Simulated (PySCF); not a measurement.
# A series of single points on Sb

System: Sb (R-3m, 2 atoms in the cell).
Method: Kohn-Sham DFT of a periodic cell in Gaussian orbitals, PBEsol, DZVP-MOLOPT-SR/GTH-PBE, no spin polarisation (PySCF 2.14.0).

The 7 runs differ only in the geometry, by an even scaling of the cell at fixed fractional positions. The structure derives from an entry of the Crystallography Open Database.

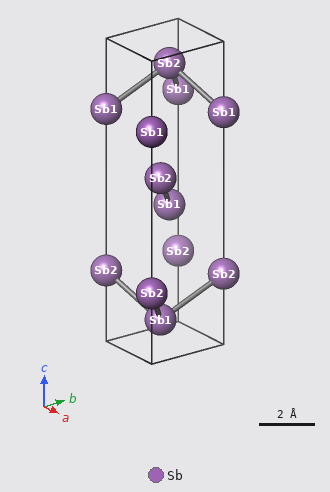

Figure 1. The structure of run 4 (ball-and-stick view of the cell 3 times as large as that of the calculation, set on its symmetry axes, seen slightly off an axis; atoms are numbered from 1 in the order of the input).

## The input of run 4
```python
import json
import numpy as np
from pyscf.pbc import gto, scf, dft, df

cell = gto.Cell()
cell.basis = 'DZVP-MOLOPT-SR-GTH-q5'
cell.pseudo = 'GTH-PBE-q5'
cell.fromfile('Sb.cif')
cell.ke_cutoff = 50  # hartree
cell.exp_to_discard = 0.02
cell.precision = 1e-08
cell.space_group_symmetry = True
cell.symmorphic = False
cell.max_memory = 5880  # MB
cell.verbose = 4
cell.build()

res = {}
kpts = cell.make_kpts([6, 6, 6], space_group_symmetry=True, time_reversal_symmetry=True)
cell.space_group_symmetry = False  # the mesh holds the operations; no search on the supercells of the integral code
mf = dft.KRKS(cell, kpts, xc='pbesol')
mf = mf.multigrid_numint()
mf = mf.smearing(sigma=0.00183747, method='fermi')  # hartree
mf.conv_tol = 1e-07
mf.max_cycle = 60

mf.kernel()
res.update(converged=bool(mf.converged), e_tot=mf.e_tot, nelec=cell.nelectron, nao=cell.nao, mesh=list(map(int, cell.mesh)), a=cell.lattice_vectors().tolist(), coords=cell.atom_coords().tolist(),
           mo_energy=[np.real(x).tolist() for x in mf.mo_energy], mo_occ=[np.real(x).tolist() for x in mf.mo_occ])
res.update(e_free=mf.e_free, e_zero=mf.e_zero)
res.update(kpts=kpts.kpts_scaled_ibz.tolist(), weights=kpts.weights_ibz.tolist())
res['parts'] = {k: float(np.real(v)) for k, v in mf.scf_summary.items() if np.isscalar(v)}
json.dump(res, open('results.json', 'w'))
if not mf.converged:
    raise SystemExit('SCF not converged')

print('levels (eV)')
for i, kp in enumerate(res['kpts'][:40]):
    print('k %7.4f %7.4f %7.4f  ' % tuple(kp), ' '.join('%.3f' % (x * 27.211386) for x in res['mo_energy'][i][:10]))

mf = mf.to_khf()  # unfold to the whole mesh
kpts = mf.kpts
# Mulliken populations
dm, s = np.asarray(mf.make_rdm1()), np.asarray(mf.get_ovlp())
sites = cell.aoslice_by_atom()[:, 2:]
tot = np.einsum('kij,kji->i', dm, s).real / len(kpts)
res['mulliken'] = [cell.atom_charge(i) - tot[a0:a1].sum() for i, (a0, a1) in enumerate(sites)]
print('Mulliken charges', np.round(res['mulliken'], 5))
res['done'] = True
json.dump(res, open('results.json', 'w'))
```

## File Sb.cif of run 4
```
data_Sb
_cell_length_a 4.50666183
_cell_length_b 4.50666183
_cell_length_c 4.50666183
_cell_angle_alpha 57.11017317
_cell_angle_beta 57.11017317
_cell_angle_gamma 57.11017317
_space_group_name_H-M_alt 'P1'
_space_group_name_Hall 'P 1'
_space_group_IT_number 1
loop_
_space_group_symop_operation_xyz
'x,y,z'
loop_
_atom_site_label
_atom_site_type_symbol
_atom_site_symmetry_multiplicity
_atom_site_Wyckoff_symbol
_atom_site_fract_x
_atom_site_fract_y
_atom_site_fract_z
_atom_site_occupancy
Sb1 Sb 1 a 0.7665100000 0.7665100000 0.7665100000 1
Sb2 Sb 1 a 0.2334900000 0.2334900000 0.2334900000 1
```

Command:
```bash
OMP_NUM_THREADS=4 python -u run.py > log
```

Lattice vectors (Å) and fractional positions of run 4:
```
   2.154200    1.243728    3.758000
  -2.154200    1.243728    3.758000
   0.000000   -2.487456    3.758000
Sb  0.766510  0.766510  0.766510
Sb  0.233490  0.233490  0.233490
```

Run 6 has the same physical settings and fractional positions; its lattice vectors (Å) are:
```
   2.182548    1.260095    3.807453
  -2.182548    1.260095    3.807453
   0.000000   -2.520189    3.807453
```

## Results, with one run withheld

| run | volume per atom (Å³) | free energy per atom, from the lowest run given (meV) |
| --- | --- | --- |
| 1 | 28.393 | 61.26 |
| 2 | 28.998 | 37.94 |
| 3 | 29.602 | 20.60 |
| 4 | 30.206 | 8.63 |
| 5 | 30.810 | 1.50 |
| 6 | 31.414 | ? |
| 7 | 32.018 | 0.00 |

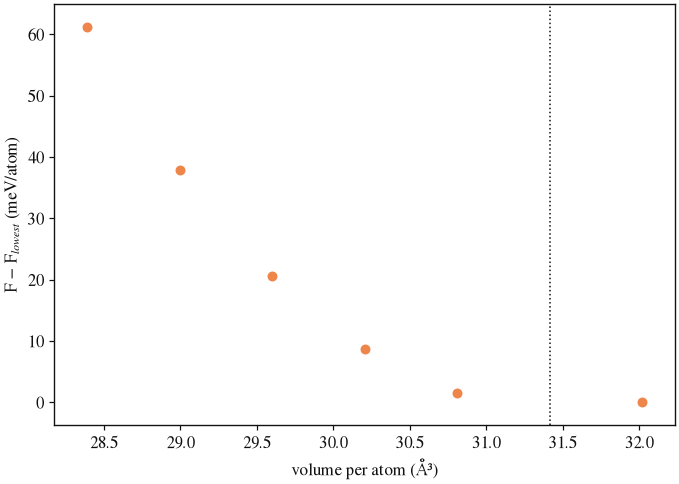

Figure 2. Free energy per atom of the runs given; the dotted line marks run 6.

Estimate the energy of run 6 from the others.

A cubic polynomial in V^(−2/3) (the Birch–Murnaghan form), fitted to the 6 runs given, misses them by under 0.01 meV per atom. With x = V^(−2/3) − 0.10365 Å⁻², it reads F = 12.754 + 8201.9 x + 1.2008e+06 x² + 1.0779e+06 x³ (meV per atom). At run 6 it gives −1.24 meV per atom, and the run itself gives −1.24. The fit has its minimum at 31.519 Å³ per atom, where V d²F/dV² gives 54 GPa. Cell shape and fractional positions are held, so this is the stiffness under even scaling; the relaxed bulk modulus wasn't computed.

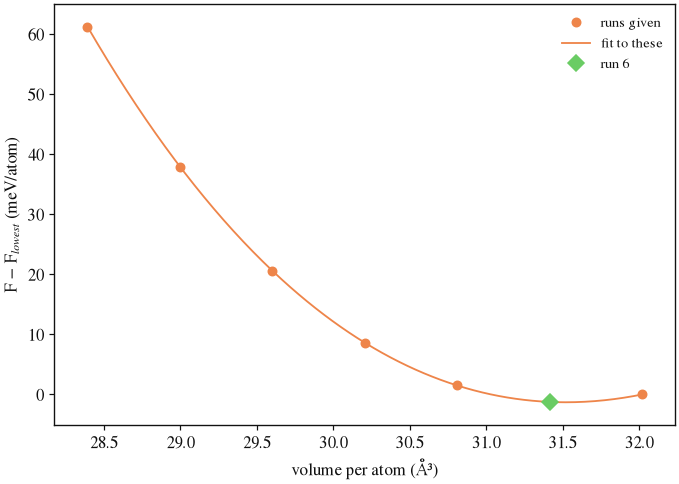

Figure 3. The fit and the withheld run.

## Output, shortened to warnings, some set-up lines, iterations and results (run 6)
```
k-points in IBZ                         weights
[...]
cycle= 1 E= -11.0410426770821  delta_E= -0.194  |g|= 0.219  |ddm|= 17.2
cycle= 2 E= -11.0425253790622  delta_E= -0.00148  |g|= 0.121  |ddm|= 3.51
cycle= 3 E= -11.0429585098894  delta_E= -0.000433  |g|= 0.0307  |ddm|= 0.912
cycle= 4 E= -11.0429898694959  delta_E= -3.14e-05  |g|= 0.000304  |ddm|= 0.196
cycle= 5 E= -11.0429898606963  delta_E= 8.8e-09  |g|= 9.49e-06  |ddm|= 0.00215
    sigma = 0.00183747  Optimized mu = 0.236876337438  entropy = 0.0499125773161
nelec by numeric integration = 10.000000000000039
    Total E(T) = -11.0429898603652  Free energy = -11.0430815732287  E0 = -11.043035716797
Extra cycle  E= -11.0429898603652  delta_E= 3.31e-10  |g|= 3.12e-06  |ddm|= 0.000118
converged SCF energy = -11.0429898603652
levels (eV)
k  0.0000  0.0000  0.0000   -5.894 1.554 4.533 4.791 4.791 8.568 9.177 9.177 12.378 12.378
k  0.5000 -0.0000  0.0000   -3.658 -2.966 4.595 4.705 6.170 6.208 6.593 6.938 15.822 15.901
k  0.5000  0.5000  0.0000   -3.667 -1.430 1.163 2.858 2.957 8.276 11.300 12.811 13.121 15.531
k  0.5000  0.5000  0.5000   -4.446 -2.340 5.193 5.193 5.942 6.598 6.598 7.501 14.888 16.059
k  0.6667 -0.0000 -0.0000   -4.766 -1.432 4.590 4.610 5.604 7.131 7.202 7.400 13.881 14.007
k  0.6667  0.3333  0.0000   -3.011 -2.852 1.552 3.742 3.933 8.571 8.888 11.782 12.624 14.230
k  0.6667  0.5000  0.0000   -3.761 -1.723 1.566 3.149 3.393 9.196 10.185 11.254 11.885 16.524
k  0.6667  0.5000  0.3333   -3.809 -2.097 1.916 2.614 6.073 6.878 10.693 10.850 13.420 14.087
k  0.6667  0.5000  0.5000   -4.314 -2.068 3.112 4.193 5.025 8.066 8.172 9.521 13.154 16.304
k  0.6667  0.6667  0.0000   -4.528 -0.792 2.409 3.301 3.461 8.657 10.383 10.670 12.423 14.882
k  0.6667  0.6667  0.3333   -3.686 -2.207 1.518 3.759 4.379 8.679 8.853 11.797 13.164 14.536
k  0.6667  0.6667  0.5000   -4.514 -1.799 2.866 4.807 5.726 7.206 7.545 9.997 13.826 14.539
k  0.6667  0.6667  0.6667   -5.019 -1.345 5.009 5.009 5.767 7.181 7.181 7.820 13.786 14.342
k  0.8333 -0.0000 -0.0000   -5.621 0.498 4.551 4.709 5.106 8.250 8.445 8.489 12.190 12.622
k  0.8333  0.1667  0.0000   -5.129 -0.539 3.409 5.289 5.452 6.994 7.241 9.743 12.250 13.451
k  0.8333  0.3333  0.0000   -4.105 -2.109 2.819 4.696 5.086 6.963 7.354 9.770 13.543 14.611
k  0.8333  0.3333  0.3333   -3.730 -1.817 1.666 3.223 3.410 8.839 10.028 11.585 12.437 16.706
k  0.8333  0.5000  0.0000   -3.784 -2.482 3.013 3.940 4.596 7.865 8.055 9.150 13.164 15.909
k  0.8333  0.5000  0.1667   -2.973 -2.896 1.809 2.684 5.299 6.986 10.753 10.838 13.168 13.265
k  0.8333  0.5000  0.3333   -3.390 -2.085 1.308 2.191 4.674 8.360 10.258 12.369 12.655 14.714
k  0.8333  0.5000  0.5000   -3.942 -1.546 1.484 3.275 3.595 9.015 10.153 11.880 12.558 16.788
k  0.8333  0.6667  0.0000   -4.907 -0.811 3.449 3.827 4.851 8.086 8.898 9.204 11.634 14.782
k  0.8333  0.6667  0.1667   -4.081 -1.749 2.364 3.137 4.793 7.655 9.568 10.236 12.409 15.447
k  0.8333  0.6667  0.3333   -3.351 -2.540 2.171 2.255 5.710 6.962 10.564 10.596 13.112 13.899
k  0.8333  0.6667  0.5000   -4.306 -1.518 2.303 3.050 5.264 7.762 9.872 10.413 12.346 15.394
[...]
```
